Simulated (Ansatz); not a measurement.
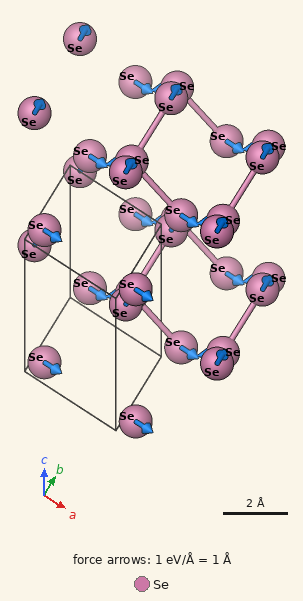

A changed version of crystalline Se (set up in P3_221), with the computed forces as blue arrows. Besides, the cell is strained by +1.0 % along c and none across it (volume +1.0 %). The picture is a ball-and-stick view of the cell of the calculation, repeated 2 × 2 × 2 with one cell outlined, seen from a free direction.

Theory: Ansatz, DFT, PBEsol, all-electron PAW with datasets made for the crystal, scalar-relativistic. Set-up: plane-wave cutoff 200 eV; k-point mesh 8 × 8 × 6; occupations fermi dirac; smearing width 0.02 eV; no spin polarisation.

Describe the distortion and the response.

Answer. The atoms keep their fractional coordinates. No relaxation follows. Energy change: −6.3 meV per atom. Pressure: 2.9 GPa before, 2.0 GPa after. The principal stresses (compression positive) are 3.0 GPa along c and 1.5 GPa across it. The largest forces, 0.86 eV/Å, act on 3 Se atoms of the calculation's cell. Among the bonded contacts that change: Se–Se 2.324 → 2.336 Å. The space group stays P3_221 (No. 154).
